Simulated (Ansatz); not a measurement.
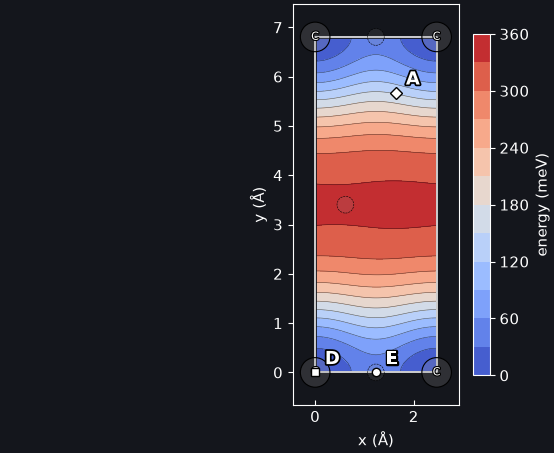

H on a C(110) slab cut from the Fmmm phase, its upper half relaxed before the scan (20 atoms of substrate and one adsorbate in a 2 × 1 cell). H is moved over the surface cell at a fixed height above a rigid substrate; the origin of the map has the adsorbate above C19; the height is held at 3.30 Å. Places are given modulo a cell vector. The map is drawn in real space over the plane of the surface. Grid: 6 × 6 points; 24 points were computed and 12 follow by symmetry. Places are given in fractions of the 1 × 1 surface cell. Energies: meV, counted from the lowest grid point. The runs have no spin polarisation, so an open-shell adsorbate far from the surface lies too high. At a fixed height the lowest place need not be the adsorption site. Level of theory: Ansatz 0.2.0, DFT PBE+D3(BJ), scalar-relativistic, plane waves, PAW. Settings: cutoff 420 eV, k-mesh 6×4×1, gaussian smearing 0.1 eV, no spin polarisation.

Drawn: filled contours, labelled circles for the atoms of the top layer and small ones for the second layer, the outline of one cell of the plane, lettered points. Between grid points the surface is interpolated.

Q: Is E the lowest point of the computed grid?

A: No. E lies 47 meV above the lowest grid point, which is at the top site over a surface C atom, (0/6, 0/6) of the cell vectors.

Q: What kind of point is each of A, D, E: minimum, saddle, maximum or slope?

A: A: on a slope; D: minimum; E: saddle point. (In these two coordinates alone; a stationary point may lie a little off the grid point.)

Q: Rank the lettered points by energy, lowest first.

A: D (0 meV), E (47 meV), A (146 meV).

PAW datasets: the set soft_1.
